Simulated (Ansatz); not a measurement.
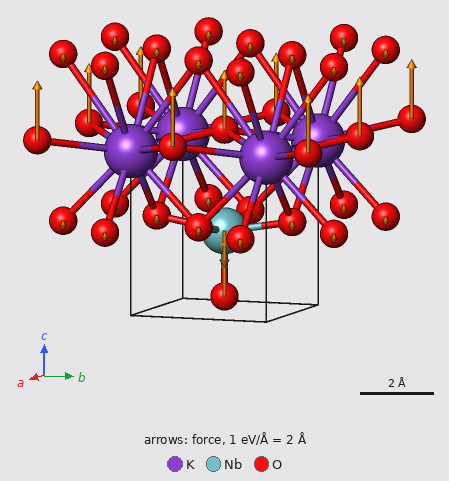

Starting geometry of a crystal of KNbO3 (set up in P4mm) with the computed forces as orange arrows. Style: ball-and-stick. Shown: the cell of the calculation, slightly off an axis.

Case: volume × 1.10, shape and atoms relaxed.

The calculation used DFT PBE, scalar-relativistic, plane waves, PAW in Ansatz.

Input file:
```yaml
crystal:
  lattice:
    - [3.9970036895, 0.0, 0.0]
    - [0.0, 3.9970036895, 0.0]
    - [0.0, 0.0, 4.635855125]
  atoms:
    - { symbol: K, position: [0.0, 0.0, -0.0142721385] }
    - { symbol: Nb, position: [0.5, 0.5, 0.4760917067] }
    - { symbol: O, position: [0.5, 0.5, 0.0830422376] }
    - { symbol: O, position: [0.5, 0.0, 0.548569097] }
    - { symbol: O, position: [0.0, 0.5, 0.548569097] }
basis:
  ecutwfc: 420
kpoints:
  mp_grid: { grid: [8, 8, 8] }
hamiltonian:
  xc: pbe
scf:
  occupations: { method: gaussian, width: 0.02 }
output:
  forces: true
  stress: true
  eigenvalues: true
relax:
  adjacent_minimum: "off"
  f_tol: 0.01
  max_steps: 30
  cell: { stress_tol: 0.1, fix: [volume] }
```

Launched with:
```bash
ansatz run input.yaml --threads 1 --pin off --max-ram 2560MiB --backend cpu --events-out ev --progress --plain --runs-dir out
```

Q: What follows when this structure is relaxed?

A: It isn't relaxed: the largest force vector, on O3, is 0.83 eV/Å. The final displacements follow the starting forces only in part (cosine between the two patterns 0.65). Over 7 accepted moves (10 points after the start) the energy falls by 11.0 meV per atom. Largest force component: 0.83 eV/Å at the start, 0.0032 eV/Å at the end. The pressure goes from −5.67 to 0.36 GPa. The line search rejected the trial step at point 8 of the run. At 2 points the geometry stayed and the basis and grid were re-selected for the new cell (energy shift of 1.1 meV per atom at most each time). The largest move relative to the cell is that of K1, 0.096 Å along −c. By element the largest moves are K 0.096 Å, O 0.090 Å, Nb 0.039 Å. The drawn cell changes at constant volume: a = b 3.997 → 3.895 Å (−2.6 %), c 4.636 → 4.882 Å (+5.3 %). Near-neighbour distances that change, for instance: K1–O4 3.287 → 3.465 Å, K1–O4 (another image) 2.846 → 2.803 Å, Nb2–O4 2.027 → 1.991 Å, Nb2–O3 1.822 → 1.791 Å. Bond angles that change, for instance: K1–O3–K1 161.9° → 153.0°, Nb2–O4–Nb2 160.9° → 155.9°, O4–Nb2–O4 160.9° → 155.9°. The space group stays P4mm (No. 99).
